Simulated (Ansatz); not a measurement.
ZnS

Input file:

```
crystal:
  lattice:
    - [-3.7129719786, 3.7129719786, 3.7129719786]
    - [3.7129719786, -3.7129719786, 3.7129719786]
    - [3.7129719786, 3.7129719786, -3.7129719786]
  atoms:
    - { symbol: Zn, position: [0.3149039012, 0.3149039012, 0.3149039012] }
    - { symbol: Zn, position: [0.0, 0.0, 0.6850960988] }
    - { symbol: Zn, position: [0.0, 0.6850960988, 0.0] }
    - { symbol: Zn, position: [0.6850960988, 0.0, 0.0] }
    - { symbol: S, position: [0.6668498511, 0.6668498511, 0.6668498511] }
    - { symbol: S, position: [0.0, 0.0, 0.3331501489] }
    - { symbol: S, position: [0.0, 0.3331501489, 0.0] }
    - { symbol: S, position: [0.3331501489, 0.0, 0.0] }
basis:
  ecutwfc: 420
kpoints:
  mp_grid: { grid: [6, 6, 6] }
hamiltonian:
  xc: pbe
scf:
  occupations: { method: gaussian, width: 0.02 }
output:
  forces: true
  stress: true
  eigenvalues: true
  write_density: true
  write_potential: true
  elf: true
  volumetric_format: npy
relax:
  adjacent_minimum: "off"
  f_tol: 0.01
  max_steps: 80
  cell: { stress_tol: 0.05 }
```

Run with:

```sh
ansatz run input.yaml --threads 1 --pin off --max-ram 2560MiB --backend cpu --events-out ev --progress --plain --runs-dir out
```

Below, planes, directions and counts refer to the conventional cell (a = 7.43 Å, b = 7.43 Å, c = 7.43 Å, α = 90.00°, β = 90.00°, γ = 90.00°).

The fields are those of the run's last geometry, not of the input's.

Space group I-43m; a structure generated by program, which may or may not match a known phase.

The calculation used DFT PBE, scalar-relativistic, plane waves, PAW in Ansatz.

### Predict the valence pseudo-density and electron localisation function between the atoms.

Zn–S (2.27 Å): ρ at the midpoint is about 0.54 e/Å³; the ELF peaks at about 0.90 in the valence shell of S, 0.9 Å from its nucleus, and is about 0.55 at the midpoint.
Zn–S (2.41 Å): ρ at the midpoint is about 0.45 e/Å³; the ELF peaks at about 0.90 in the valence shell of S, 0.8 Å from its nucleus, and is about 0.55 at the midpoint.

### Does the calculation make it a metal, or give it a gap?

It is gapped, with a Kohn–Sham gap of 2.3 eV on the k-point mesh (the band edges may lie off the mesh, which would make the gap smaller).

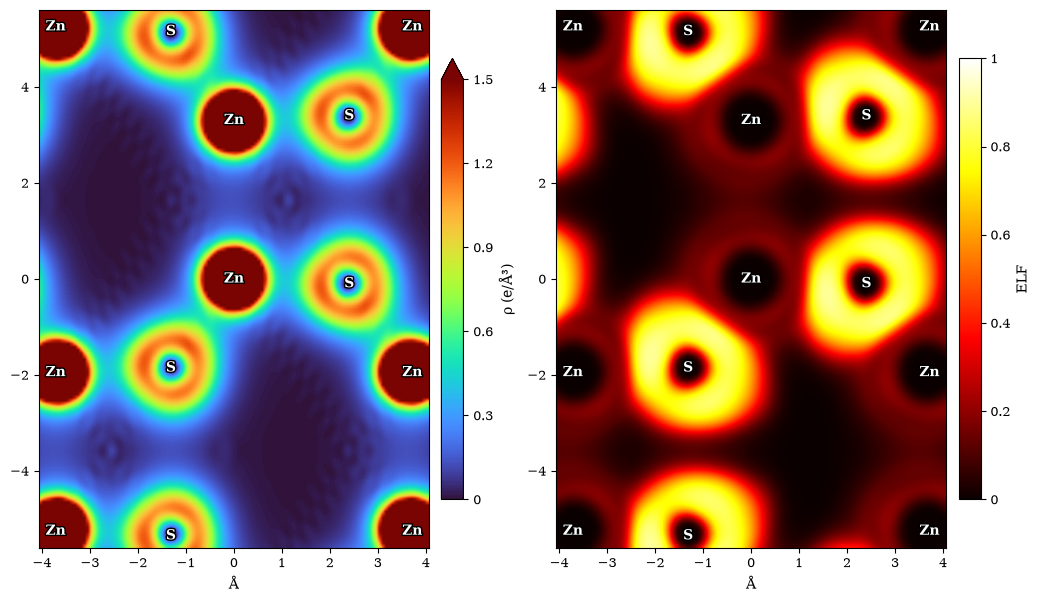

Computed valence pseudo-density and electron localisation function on the (011) plane of the conventional cell, in this order. 

In a PAW calculation such maps are meaningful between the atoms, not at the nuclei.
